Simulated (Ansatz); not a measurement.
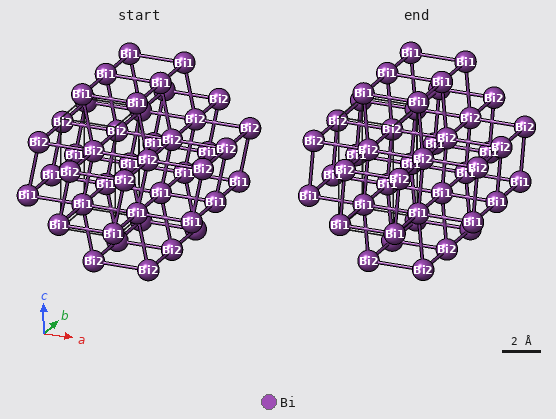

The structure of solid Bi (set up in P2/m) before (left) and after (right) a relaxation, at one scale.

The picture is a ball-and-stick view of the cell of the calculation, repeated 2 × 2 × 1 with one cell outlined, seen from a free direction.

Case: biaxial strain in the a-b plane of -1.5 %; c and atoms relaxed.

Theory: DFT PBEsol, scalar-relativistic, plane waves, PAW in Ansatz.

Input
```yaml
crystal:
  lattice:
    - [3.199453656, 0.0, 0.0]
    - [0.0, 3.1816740335, 0.0]
    - [-0.0138722073, 0.0, 6.3669263673]
  atoms:
    - { symbol: Bi, position: [0.398329219, 0.0, 0.2500193838] }
    - { symbol: Bi, position: [0.601670781, 0.0, 0.7499806162] }
basis:
  ecutwfc: 420
kpoints:
  mp_grid: { grid: [14, 14, 8] }
hamiltonian:
  xc: pbesol
scf:
  occupations: { method: gaussian, width: 0.1 }
output:
  forces: true
  stress: true
  eigenvalues: true
relax:
  adjacent_minimum: "off"
  f_tol: 0.008
  max_steps: 40
  cell: { stress_tol: 0.015, fix: [a, b, gamma] }
```

Describe what moved and what it gained.

The run was cut off at its time limit before the relaxation converged, so the last structure is only a point on the way. The energy falls by 1.7 meV per atom in 4 accepted moves (5 points after the start). Largest force component: 0.032 eV/Å at the start, 0.0015 eV/Å at the end. Pressure: 1.24 GPa at the start and 1.05 GPa at the end. The line search rejected the trial step at point 4 of the run. The largest moves relative to the cell, 0.19 Å, are those of Bi1 and Bi2. Bi1 goes along +a. Cell: a unchanged at 3.199 Å, b unchanged at 3.182 Å, c 6.367 → 6.434 Å (+1.0 %), β 90.1° → 90.0°. Volume +1.0 %. Near-neighbour distances that change, for instance: Bi1–Bi2 3.251 → 3.229 Å. Among the angles between lasting bonds that change: Bi2–Bi1–Bi2 156.9° → 170.0°, Bi1–Bi1–Bi2 78.3° → 85.0°, Bi1–Bi1–Bi2 101.7° → 95.0°. The space group (tolerance 0.01 Å) goes from P2/m (No. 10) to Pmma (No. 51).
